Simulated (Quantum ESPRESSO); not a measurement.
# Geometry relaxation, with input and output: TiTe2 (part 3 of 3)

Continued. System: TiTe2 (P-3m1, 3 atoms in the cell). Method: Kohn-Sham DFT of a periodic cell, PBEsol, GBRV 1.5 PBEsol, no spin polarisation (Quantum ESPRESSO 7.5); cutoff 612.26 eV, 8×8×4 k-mesh, fermi-dirac of 0.05 eV. The structure derives from an entry of the Crystallography Open Database.

Geometry of the input (Å; fractional positions):
```
3.7770  0.0000  0.0000
-1.8885  3.2710  0.0000
0.0000  0.0000  6.4330
Te 0.3333  0.6667  0.7372
Te 0.6667  0.3333  0.2628
Ti 0.0000  0.0000  0.0000
```

## The program's output, continued
```
     negative rho (up, down):  5.604E-04 0.000E+00
          total   stress  (Ry/bohr**3)                   (kbar)     P=      -15.52
  -0.00013078   0.00000000   0.00000000          -19.24        0.00        0.00
  -0.00000000  -0.00013078   0.00000000           -0.00      -19.24        0.00
   0.00000000   0.00000000  -0.00005501            0.00        0.00       -8.09

     Energy error            =      6.0E-07 Ry
     Gradient error          =      4.7E-04 Ry/Bohr

     number of scf cycles    =   2
     number of bfgs steps    =   1

     energy             old  =    -172.1729841981 Ry
     energy             new  =    -172.1729847961 Ry

     CASE: energy            _new < energy            _old

     WARNING: bfgs curvature condition failed, Theta= 0.979
     new trust radius        =       0.0006309003 bohr
     new conv_thr            =            6.0E-12 Ry

ATOMIC_POSITIONS (alat)
Te              -0.0000000001        0.5773502692        1.2554368490
Te               0.5000000000        0.2886751346        0.4477720470
Ti               0.0000000000        0.0000000000        0.0000000000

     NEW-OLD atomic charge density approx. for the potential

     Check: negative core charge=   -0.000002

     negative rho (up, down):  5.604E-04 0.000E+00

     Self-consistent Calculation

     iteration #  1     ecut=    45.00 Ry     beta= 0.50
     Davidson diagonalization with overlap
     ethr =  1.00E-06,  avg # of iterations =  2.0

     Threshold (ethr) on eigenvalues was too large:
     Diagonalizing with lowered threshold

     Davidson diagonalization with overlap
     ethr =  1.08E-10,  avg # of iterations =  4.0

     negative rho (up, down):  5.605E-04 0.000E+00

     total energy              =    -172.17298529 Ry
     estimated scf accuracy    <       0.00000003 Ry

     iteration #  2     ecut=    45.00 Ry     beta= 0.50
     Davidson diagonalization with overlap
     ethr =  1.42E-10,  avg # of iterations =  2.4

     negative rho (up, down):  5.604E-04 0.000E+00

     total energy              =    -172.17298527 Ry
     estimated scf accuracy    <       0.00000043 Ry

     iteration #  3     ecut=    45.00 Ry     beta= 0.50
     Davidson diagonalization with overlap
     ethr =  1.42E-10,  avg # of iterations =  2.2

     negative rho (up, down):  5.604E-04 0.000E+00

     total energy              =    -172.17298531 Ry
     estimated scf accuracy    <          8.1E-10 Ry

     iteration #  4     ecut=    45.00 Ry     beta= 0.50
     Davidson diagonalization with overlap
     ethr =  3.39E-12,  avg # of iterations =  2.1

     negative rho (up, down):  5.604E-04 0.000E+00

     total energy              =    -172.17298531 Ry
     estimated scf accuracy    <          7.1E-11 Ry

     iteration #  5     ecut=    45.00 Ry     beta= 0.50
     Davidson diagonalization with overlap
     ethr =  2.97E-13,  avg # of iterations =  2.0

     negative rho (up, down):  5.604E-04 0.000E+00

     End of self-consistent calculation

          k = 0.0000 0.0000 0.0000 (  2743 PWs)   bands (ev):

   -49.2697 -25.6269 -25.6269 -25.5954  -4.5250  -2.9496   2.6610   6.2368
     6.2368   8.3177   8.3521   8.3521   8.6415   9.0246   9.0246  11.0417
    11.0417  12.9128  13.8741

          k = 0.0000 0.0000 0.1468 (  2762 PWs)   bands (ev):

   -49.2697 -25.6269 -25.6269 -25.5954  -4.3573  -3.2617   3.3239   6.2703
     6.2703   6.9724   8.3430   8.3430   8.8529   8.8529   8.9570  11.2899
    11.2899  13.1167  14.7750

          k = 0.0000 0.0000-0.2936 (  2738 PWs)   bands (ev):

   -49.2697 -25.6269 -25.6269 -25.5954  -3.9854  -3.7632   4.6569   5.3028
     6.3059   6.3059   8.3357   8.3357   8.6993   8.6993   9.0204  11.5305
    11.5305  13.4340  14.8214

          k = 0.0000 0.1443 0.0000 (  2723 PWs)   bands (ev):

   -49.2693 -25.6333 -25.6284 -25.5940  -4.3521  -2.8646   2.8723   5.8146
     6.2615   7.3042   7.8875   8.2686   8.4146   8.9953   9.2256  10.7253
    11.0243  13.8641  14.6734

          k = 0.0000 0.1443 0.1468 (  2746 PWs)   bands (ev):

   -49.2693 -25.6333 -25.6284 -25.5940  -4.1881  -3.1580   3.4853   5.7565
     6.3381   7.0945   7.3552   7.7426   8.4723   9.1048   9.4195  10.5021
    11.3802  14.0766  15.1531

          k = 0.0000 0.1443-0.2936 (  2746 PWs)   bands (ev):

   -49.2693 -25.6333 -25.6284 -25.5940  -3.8214  -3.6399   4.7913   4.9503
     6.3186   6.4692   7.1237   7.7788   8.4808   9.1705   9.6301  10.5933
    11.1791  14.0962  14.9402

          k = 0.0000 0.2887 0.0000 (  2735 PWs)   bands (ev):

   -49.2682 -25.6487 -25.6319 -25.5906  -3.8692  -2.6549   3.4745   4.8467
     5.5694   6.2876   7.2794   7.4024   8.1599   9.1634   9.2058  10.9496
    11.1653  13.6468  14.5370

          k = 0.0000 0.2887 0.1468 (  2743 PWs)   bands (ev):

   -49.2682 -25.6487 -25.6319 -25.5906  -3.7119  -2.9032   3.8495   4.9970
     5.6284   6.3742   6.6641   7.1394   8.2596   9.1198   9.2272  10.9580
    11.1996  13.8120  14.2892

          k = 0.0000 0.2887-0.2936 (  2746 PWs)   bands (ev):

   -49.2682 -25.6487 -25.6319 -25.5906  -3.3857  -3.2976   4.2655   4.7380
     5.7672   6.2442   6.5299   7.3470   8.2275   9.3856   9.5566  10.2408
    10.7267  13.3164  14.0405

          k = 0.0000 0.4330 0.0000 (  2715 PWs)   bands (ev):

   -49.2671 -25.6641 -25.6355 -25.5872  -3.2118  -2.4803   3.5526   4.3555
     4.6055   6.2418   6.3248   6.9034   8.0266   9.1289   9.3853  10.7120
    11.3383  13.4257  13.6178

          k = 0.0000 0.4330 0.1468 (  2724 PWs)   bands (ev):

   -49.2671 -25.6641 -25.6355 -25.5872  -3.0659  -2.6621   3.4986   4.1350
     5.3424   5.9223   6.1847   6.9955   8.0623   9.1692   9.2598  11.0685
    11.4974  12.4691  13.5954

          k = 0.0000 0.4330-0.2936 (  2742 PWs)   bands (ev):

   -49.2671 -25.6641 -25.6355 -25.5872  -2.9505  -2.7777   3.4336   3.6966
     5.6696   6.0215   6.6700   7.3010   7.8916   9.2266   9.4388  10.5996
    10.8325  12.5886  12.8657

          k = 0.0000-0.5774 0.0000 (  2726 PWs)   bands (ev):

   -49.2667 -25.6705 -25.6370 -25.5858  -2.7462  -2.5396   2.9618   4.2689
     5.1989   5.5187   6.1944   6.7920   7.9733   9.1201   9.4379  10.3719
    11.4006  13.2469  13.5195

          k = 0.0000-0.5774 0.1468 (  2740 PWs)   bands (ev):

   -49.2667 -25.6705 -25.6370 -25.5858  -2.7550  -2.5122   2.8961   3.7473
     5.3560   6.0203   6.2900   7.0860   7.9159   9.1191   9.4290  10.7739
    10.9709  12.3257  13.1261

          k = 0.0000-0.5774-0.2936 (  2724 PWs)   bands (ev):

   -49.2667 -25.6705 -25.6370 -25.5858  -2.7616  -2.4869   2.8816   3.3559
     5.5518   5.9092   7.0282   7.3366   7.6751   9.1175   9.4166  10.5894
    11.5400  12.0130  12.5813

          k = 0.1250 0.2165 0.0000 (  2739 PWs)   bands (ev):

   -49.2685 -25.6435 -25.6316 -25.5916  -4.0235  -2.7155   3.2799   5.2424
     6.0865   6.2084   6.9952   7.8314   8.3144   9.1449   9.3962  10.4948
    11.1601  14.8764  14.9281

          k = 0.1250 0.2165 0.1468 (  2751 PWs)   bands (ev):

   -49.2685 -25.6435 -25.6316 -25.5916  -3.8739  -2.9624   3.7279   5.2978
     5.8352   6.3145   6.9771   7.3106   8.4923   9.1373   9.5065  10.5770
    10.7365  14.4694  14.9372

          k = 0.1250 0.2165-0.2936 (  2748 PWs)   bands (ev):

   -49.2685 -25.6435 -25.6316 -25.5916  -3.5163  -3.4104   4.4907   4.8977
     5.9599   6.4742   6.5767   6.9408   8.5630   9.2180   9.8024  10.2343
    10.4601  14.6637  14.8529

          k = 0.1250 0.3608 0.0000 (  2732 PWs)   bands (ev):

   -49.2674 -25.6573 -25.6368 -25.5882  -3.4472  -2.5098   4.0204   4.2855
     4.8339   5.9348   6.3439   6.9325   8.4157   9.2722   9.3595  10.3508
    11.2698  13.6402  14.4842

          k = 0.1250 0.3608 0.1468 (  2739 PWs)   bands (ev):

   -49.2674 -25.6573 -25.6368 -25.5882  -3.3107  -2.6984   3.8778   4.5119
     5.1764   5.9554   6.2467   6.6316   8.5695   9.0136   9.3674  10.4655
    11.2732  13.4559  14.5669

          k = 0.1250 0.3608-0.2936 (  2744 PWs)   bands (ev):

   -49.2674 -25.6573 -25.6368 -25.5882  -3.0537  -2.9887   3.8964   4.1462
     5.7549   6.0181   6.4424   6.5384   8.4887   9.0662   9.4711  10.2878
    10.5905  13.8718  13.9468

          k = 0.1250 0.5052 0.0000 (  2726 PWs)   bands (ev):

   -49.2667 -25.6670 -25.6405 -25.5858  -2.8414  -2.4491   3.2536   4.3524
     4.9367   5.6901   5.9229   6.1735   8.5621   9.1546   9.4158  10.3889
    10.7469  13.0897  14.2967

          k = 0.1250 0.5052 0.1468 (  2725 PWs)   bands (ev):

   -49.2667 -25.6670 -25.6405 -25.5858  -2.7425  -2.5505   3.2367   3.9057
     5.4058   5.7522   5.9179   6.3204   8.5549   9.0735   9.3353  10.4340
    11.1730  12.7708  14.2199

          k = 0.1250 0.5052-0.2936 (  2730 PWs)   bands (ev):

   -49.2667 -25.6670 -25.6405 -25.5858  -2.7390  -2.5375   3.1788   3.5296
     5.4983   5.6738   6.4717   6.7147   8.2504   9.1379   9.3397  10.3577
    11.3039  12.7230  13.2219

          k = 0.2500 0.4330 0.0000 (  2732 PWs)   bands (ev):

   -49.2667 -25.6621 -25.6454 -25.5858  -2.9043  -2.3912   3.8449   4.2253
     4.7667   5.1274   5.7380   6.3306   8.7602   9.2724   9.4742   9.9624
    10.7877  12.4234  15.7759

          k = 0.2500 0.4330 0.1468 (  2729 PWs)   bands (ev):

   -49.2667 -25.6621 -25.6454 -25.5858  -2.8340  -2.4656   3.7704   3.8548
     5.0250   5.5028   5.6526   6.4222   8.7061   9.1756   9.2847  10.0809
    11.0588  13.2065  14.0259

          k = 0.2500 0.4330-0.2936 (  2720 PWs)   bands (ev):

   -49.2667 -25.6621 -25.6454 -25.5858  -2.6948  -2.6090   3.6546   3.7126
     5.1988   5.3170   6.2773   6.2876   8.7180   8.8659   9.2854  10.3803
    11.0710  13.7472  13.7911

          k = 0.2500 0.5774 0.0000 (  2740 PWs)   bands (ev):

   -49.2663 -25.6624 -25.6506 -25.5848  -2.5538  -2.4267   3.4751   4.3070
     4.5597   5.3701   5.6797   5.7602   8.9068   9.2958   9.4196  10.0672
    10.2412  12.0146  15.9376

          k = 0.2500 0.5774 0.1468 (  2722 PWs)   bands (ev):

   -49.2663 -25.6624 -25.6506 -25.5848  -2.5423  -2.4278   3.4885   3.9894
     4.4821   5.3571   5.8656   6.0920   8.8085   9.1352   9.2629  10.2633
    10.7649  12.7934  14.4566

          k = 0.2500 0.5774-0.2936 (  2714 PWs)   bands (ev):

   -49.2663 -25.6624 -25.6506 -25.5848  -2.5297  -2.4299   3.5101   3.7218
     4.6814   4.9159   6.1779   6.4333   8.6530   9.0648   9.1248  10.6439
    11.3436  13.1846  13.6681

          k = 0.0000 0.1443-0.1468 (  2746 PWs)   bands (ev):

   -49.2693 -25.6333 -25.6284 -25.5940  -4.1916  -3.1519   3.4709   5.8006
     6.2453   6.9559   7.3691   7.9166   8.4806   9.3302   9.4916  10.7372
    10.8000  13.8337  14.8380

          k = 0.0000 0.2887-0.1468 (  2743 PWs)   bands (ev):

   -49.2682 -25.6487 -25.6319 -25.5906  -3.7416  -2.8553   3.7368   5.0698
     5.1991   6.1831   7.4641   7.5261   8.0859   9.3713   9.6456  10.2445
    10.6808  13.0680  13.7970

          k = 0.0000 0.4330-0.1468 (  2724 PWs)   bands (ev):

   -49.2671 -25.6641 -25.6355 -25.5872  -3.1633  -2.5286   3.3222   3.9734
     5.0669   6.0534   7.1103   7.2293   7.8292   9.1656   9.6199  10.2947
    10.8508  12.5036  12.9232

          k =-0.1250 0.3608-0.1468 (  2739 PWs)   bands (ev):

   -49.2674 -25.6573 -25.6368 -25.5882  -3.3481  -2.6432   3.7797   4.3489
     5.1114   5.8772   6.5399   7.1519   8.2858   9.2278   9.6085   9.9981
    10.8923  13.3570  14.2527

          k =-0.1250 0.5052-0.1468 (  2725 PWs)   bands (ev):

   -49.2667 -25.6670 -25.6405 -25.5858  -2.8365  -2.4373   3.1334   3.8573
     5.2362   5.6997   6.2710   6.6051   8.3457   9.1971   9.4584  10.2134
    10.7595  13.0719  13.9132

     the Fermi energy is     7.9428 ev

!    total energy              =    -172.17298531 Ry
     estimated scf accuracy    <          3.0E-12 Ry
     smearing contrib. (-TS)   =      -0.00082538 Ry
     internal energy E=F+TS    =    -172.17215993 Ry

     The total energy is F=E-TS. E is the sum of the following terms:
     one-electron contribution =     -79.93071200 Ry
     hartree contribution      =      47.83775025 Ry
     xc contribution           =     -46.62881321 Ry
     ewald contribution        =     -93.45038498 Ry

     convergence has been achieved in   5 iterations

     negative rho (up, down):  5.604E-04 0.000E+00

     Forces acting on atoms (cartesian axes, Ry/au):

     atom    1 type  1   force =     0.00000000    0.00000000   -0.00035034
     atom    2 type  1   force =     0.00000000    0.00000000    0.00035034
     atom    3 type  2   force =     0.00000000   -0.00000000    0.00000000

     Total force =     0.000495     Total SCF correction =     0.000001

     Computing stress (Cartesian axis) and pressure

     negative rho (up, down):  5.604E-04 0.000E+00
          total   stress  (Ry/bohr**3)                   (kbar)     P=      -15.62
  -0.00013128  -0.00000000   0.00000000          -19.31       -0.00        0.00
  -0.00000000  -0.00013128   0.00000000           -0.00      -19.31        0.00
   0.00000000   0.00000000  -0.00005600            0.00        0.00       -8.24

     Energy error            =      5.2E-07 Ry
     Gradient error          =      3.5E-04 Ry/Bohr

     bfgs converged in   3 scf cycles and   2 bfgs steps
     (criteria: energy <  1.0E-05 Ry, force <  4.0E-04 Ry/Bohr)

     End of BFGS Geometry Optimization

     Final energy             =    -172.1729853123 Ry

     File ./tmp/pwscf.bfgs deleted, as requested
Begin final coordinates

ATOMIC_POSITIONS (alat)
Te              -0.0000000001        0.5773502692        1.2554368490
Te               0.5000000000        0.2886751346        0.4477720470
Ti               0.0000000000        0.0000000000        0.0000000000
End final coordinates

=------------------------------------------------------------------------------=
   JOB DONE.
=------------------------------------------------------------------------------=
```

## Trajectory as extended XYZ (Å, eV, eV/Å), 3 frames, from step=0 to step=2
```
3
Lattice="3.7770 0.0000 0.0000 -1.8885 3.2710 0.0000 0.0000 0.0000 6.4330" Properties=species:S:1:pos:R:3:forces:R:3 step=0 energy=-2342.53279
Te    0.0000    2.1807    4.7424    0.0000   0.0000  -0.0147
Te    1.8885    1.0903    1.6906    0.0000   0.0000   0.0147
Ti    0.0000    0.0000    0.0000    0.0000   0.0000   0.0000
3
Lattice="3.7770 0.0000 0.0000 -1.8885 3.2710 0.0000 0.0000 0.0000 6.4330" Properties=species:S:1:pos:R:3:forces:R:3 step=1 energy=-2342.53280
Te    0.0000    2.1807    4.7421    0.0000   0.0000  -0.0120
Te    1.8885    1.0903    1.6909    0.0000   0.0000   0.0120
Ti    0.0000    0.0000    0.0000    0.0000   0.0000   0.0000
3
Lattice="3.7770 0.0000 0.0000 -1.8885 3.2710 0.0000 0.0000 0.0000 6.4330" Properties=species:S:1:pos:R:3:forces:R:3 step=2 energy=-2342.53280
Te    0.0000    2.1807    4.7418    0.0000   0.0000  -0.0090
Te    1.8885    1.0903    1.6912    0.0000   0.0000   0.0090
Ti    0.0000    0.0000    0.0000    0.0000   0.0000   0.0000
```

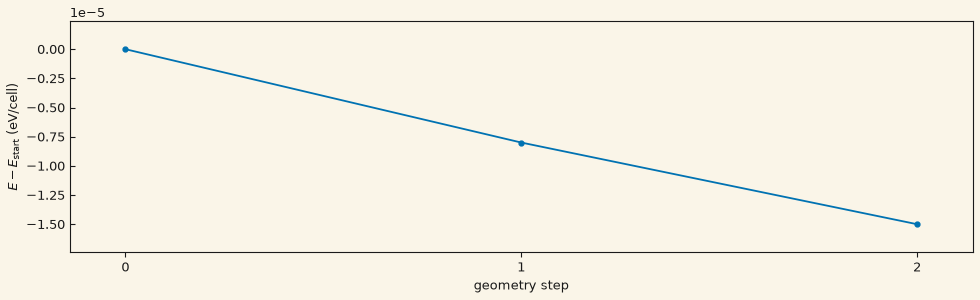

Progress of the relaxation, step by step (steps are counted from 0). No atom moves by more than 0.005 Å. The cell doesn't change. The space group stays P-3m1 (No. 164). The energy falls by next to nothing (0.0 meV per cell of the calculation) in 2 geometry steps. The largest force component goes from 0.015 to 0.009 eV/Å.

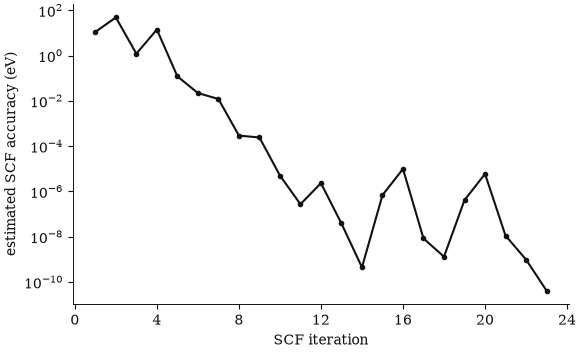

Convergence of the self-consistent field: estimated SCF accuracy against the iteration. The field takes 23 iterations in all.

## Summary

```tsv
quantity	value
outcome	converged
space group (tolerance 0.01 Å)	P-3m1 (164)
electrons treated	24
free energy	−2342.5328 eV
Fermi energy	7.943 eV
gap on the k-point mesh	none (metallic)
pressure	−1.56 GPa
final volume	79.48 Å³
largest force (length of the vector) at the end	0.009 eV/Å
final cell	a = 3.777 Å, b = 3.777 Å, c = 6.433 Å, α = 90.00°, β = 90.00°, γ = 120.00°
hardware	2 threads of Intel Xeon (Sapphire Rapids), 32 GiB of memory available, shared host
wall time	46 s (CPU time 91 s)
peak memory	0.36 GiB
```

Notes on the run: negative rho.
